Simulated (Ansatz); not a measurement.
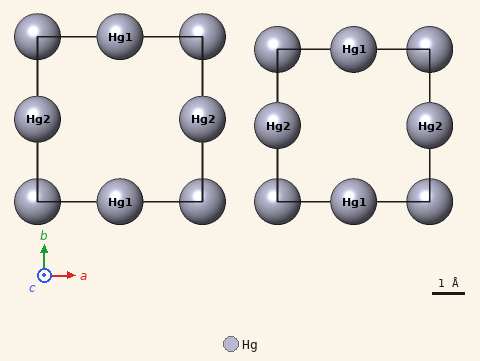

Two geometries of solid Hg (a generated structure, set up in Pm-3m) (coarse preliminary run), drawn at one scale. One is the start of a relaxation, the other its converged end. A spheres-only model of the cell of the calculation, seen along the c axis.

Method: DFT PBE, scalar-relativistic, plane waves, PAW in Ansatz 0.2.0. (plane-wave cutoff 420 eV; k-point mesh 4 × 4 × 4; occupations gaussian; smearing width 0.1 eV; no spin polarisation; cell and atoms relaxed; force threshold 0.04 eV/Å; at most 70 steps)

### Which one is relaxed?

The right one is the relaxed one. No atom moves by more than 0.005 Å relative to the cell. The volume changes by −21.5 %, with a = b = c 5.255 → 4.848 Å (−7.7 %). Among the contacts that change: Hg–Hg 3.716 → 3.428 Å. The space group stays Pm-3m (No. 221). After 3 accepted moves (5 points after the start) the energy has fallen by 57.2 meV per cell of the calculation. All forces vanish by symmetry, so only the cell relaxes. The pressure goes from −0.42 to 0.08 GPa. The line search rejected the trial step at point 3 of the run. The SCF was repeated once at an unchanged geometry on a basis and grid sized afresh for the cell, which shifted the energy by 5.0 meV per cell of the calculation at most.
